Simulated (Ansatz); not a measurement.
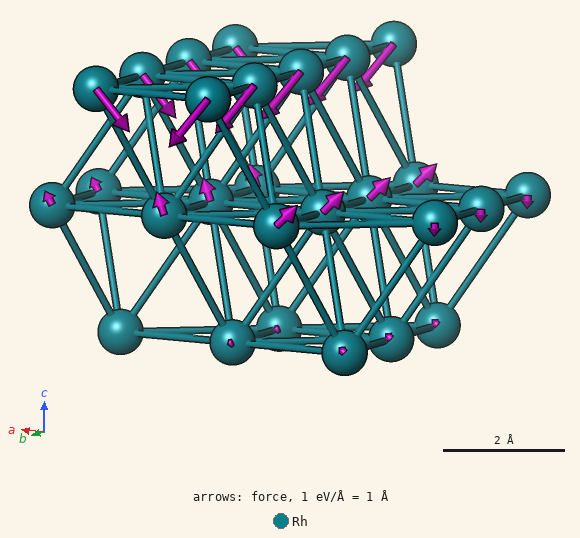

Starting geometry of a slab of composition Rh (cut from the Fm-3m phase) with the computed forces as purple arrows. The picture is a ball-and-stick view of the atoms within 5.8 Å of the atom that moves most (axes of the 1 × 3 repeat of the cell, outlined in the plane, without the vacuum (origin shifted)), seen from a free direction.

Case: stripe over 2 of 6 cells, two steps. 12 atoms are held fixed.

All numbers below come from DFT PBE, scalar-relativistic, plane waves, PAW (Ansatz).

Input
```yaml
crystal:
  lattice:
    - [16.2492207394, 0.0, 0.0]
    - [-1.3541017283, 2.345372992, 0.0]
    - [0.0, 0.0, 20.844955451]
  atoms:
    - { symbol: Rh, position: [0.0, 0.0, 0.0719598564] }
    - { symbol: Rh, position: [0.0555555556, 0.6666666667, 0.1780401436] }
    - { symbol: Rh, position: [0.1111111111, 0.3333333333, 0.2841204309] }
    - { symbol: Rh, position: [0.1666666667, 1.0, 0.0719598564] }
    - { symbol: Rh, position: [0.2222222222, 0.6666666667, 0.1780401436] }
    - { symbol: Rh, position: [0.2777777778, 0.3333333333, 0.2841204309] }
    - { symbol: Rh, position: [0.3333333333, 1.0, 0.0719598564] }
    - { symbol: Rh, position: [0.3888888889, 0.6666666667, 0.1780401436] }
    - { symbol: Rh, position: [0.4444444444, 0.3333333333, 0.2841204309] }
    - { symbol: Rh, position: [0.5, 1.0, 0.0719598564] }
    - { symbol: Rh, position: [0.5555555556, 0.6666666667, 0.1780401436] }
    - { symbol: Rh, position: [0.6111111111, 0.3333333333, 0.2841204309] }
    - { symbol: Rh, position: [0.6666666667, 1.0, 0.0719598564] }
    - { symbol: Rh, position: [0.7222222222, 0.6666666667, 0.1780401436] }
    - { symbol: Rh, position: [0.7777777778, 0.3333333333, 0.2841204309] }
    - { symbol: Rh, position: [0.8333333333, 1.0, 0.0719598564] }
    - { symbol: Rh, position: [0.8888888889, 0.6666666667, 0.1780401436] }
    - { symbol: Rh, position: [0.9444444444, 0.3333333333, 0.2841204309] }
    - { symbol: Rh, position: [0.0, 0.0, 0.3902007182] }
    - { symbol: Rh, position: [0.1666666667, 0.0, 0.3902007182] }
    - { symbol: Rh, position: [0.3333333333, 0.0, 0.3902007182] }
    - { symbol: Rh, position: [0.5, 0.0, 0.3902007182] }
    - { symbol: Rh, position: [0.6666666667, 0.0, 0.3902007182] }
    - { symbol: Rh, position: [0.8333333333, 0.0, 0.3902007182] }
    - { symbol: Rh, position: [0.0555555556, 0.6666666667, 0.4962810055] }
    - { symbol: Rh, position: [0.2222222222, 0.6666666667, 0.4962810055] }
basis:
  ecutwfc: 420
kpoints:
  mp_grid: { grid: [2, 12, 1] }
hamiltonian:
  xc: pbe
scf:
  occupations: { method: gaussian, width: 0.1 }
output:
  forces: true
  eigenvalues: true
  populations: true
  write_density: true
  write_potential: true
  elf: true
  volumetric_format: npy
relax:
  adjacent_minimum: "off"
  f_tol: 0.02
  max_steps: 45
  constraints: [{ sites: [0, 1, 3, 4, 6, 7, 9, 10, 12, 13, 15, 16] }]
efield:
  axis: 3
  dipole_correction: true
  ramp_width: 0.04
```

Launched with:
```bash
ansatz run input.yaml --threads 4 --pin off --max-ram 11264MiB --backend cpu --events-out ev --progress --plain --runs-dir out
```

> What follows when this structure is relaxed?

It isn't relaxed: the largest force vector, on Rh25, is 1.07 eV/Å. The final displacements follow the starting forces only in part (cosine between the two patterns 0.75). The largest move is that of Rh25, 0.17 Å at 28° to the normal (−c side). The cell stays as it was. Some distances before and after: Rh20–Rh25 2.708 → 2.601 Å, Rh25–Rh26 2.708 → 2.612 Å, Rh20–Rh26 2.708 → 2.630 Å, Rh19–Rh20 2.708 → 2.778 Å. Over 3 geometry steps the energy falls by 0.193 eV per cell of the calculation. Largest force component: 0.83 eV/Å at the start, 0.016 eV/Å at the end.
